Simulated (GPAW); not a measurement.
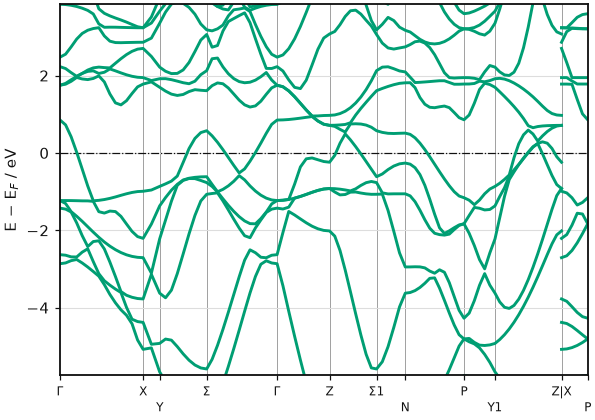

Band structure. Energies are counted from the Fermi level.

System: TiAl$_{3}$, space group I4/mmm (No. 139), 4 atoms in the primitive cell; a = 3.822 Å, c = 8.561 Å (tetragonal axes).

Level of theory: PBEsol, PAW data sets generated in the run's folder for this functional, no spin polarisation, no spin-orbit coupling, 7×7×7 k mesh, 600 eV cutoff, Fermi-Dirac smearing of 0.05 eV; code GPAW 26.7.0.

Question: Does this material conduct, going by its bands?

Answer: A metal: 3 bands cross the Fermi level along this path.

Question: On which lines of the path do bands cross the Fermi level?

Answer: Bands cross the Fermi level on Γ–X, Y–Σ, Σ–Γ, Z–Σ1, N–P and Y1–Z, and not on X–Y, Γ–Z, Σ1–N, P–Y1 and X–P.

Question: Which levels at Γ lie nearest to the Fermi level?

Answer: At Γ the nearest levels lie 1.23 eV below and 0.85 eV above the Fermi level.

The k mesh is thin for a metal, so its Fermi level is uncertain. The cell comes from a database of computed structures, and whether it is the stable form of this composition wasn't checked. Bands are joined in order of energy, so crossings between the computed points show as kinks or gaps. In reduced coordinates of the cell that was run, X is (0, 0, 0.5), Y is (−0.1, 0.1, 0.5), Σ is (−0.3, 0.3, 0.3), Z is (0.5, 0.5, −0.5), Σ1 is (0.3, 0.7, −0.3), N is (0, 0.5, 0), P is (0.25, 0.25, 0.25) and Y1 is (0.5, 0.5, −0.1).
